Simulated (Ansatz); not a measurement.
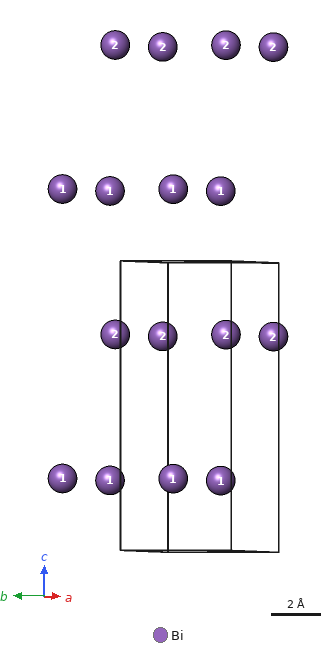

Reference structure: a symmetric starting cell of Bi. The picture is a ball-and-stick view of the cell of the calculation, repeated 2 × 2 × 2 with one cell outlined, seen from a free direction.

All numbers below come from DFT PBEsol, scalar-relativistic, plane waves, PAW in Ansatz. Set-up: plane-wave cutoff 420 eV; k-point mesh 9 × 9 × 4; occupations gaussian; smearing width 0.1 eV; no spin polarisation.

Now this is done to it. The cell is strained by +0.8 % along c and −2.2 % across it (volume −3.6 %), the atoms keeping their fractional coordinates. No relaxation follows. The starting cell wasn't computed here and needn't be at equilibrium, so pressure and forces aren't due to the change alone.

### What does the calculation give for the changed structure?

The pressure is −3.8 GPa (not all of it need come from the change, since the unchanged cell can be under pressure at this level too). The principal stresses (compression positive) are −0.3 GPa along c and −5.5 GPa across it. All forces vanish by symmetry. The space group stays P6_3/mmc (No. 194).

The changed structure in the same view:

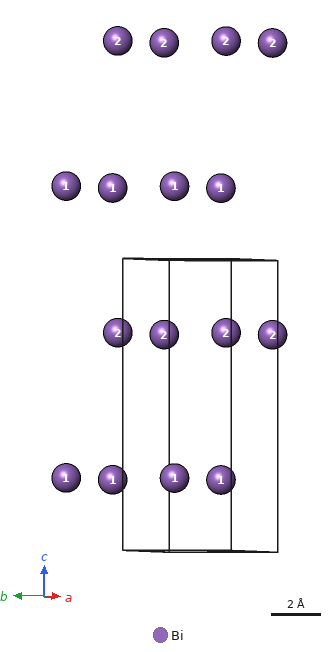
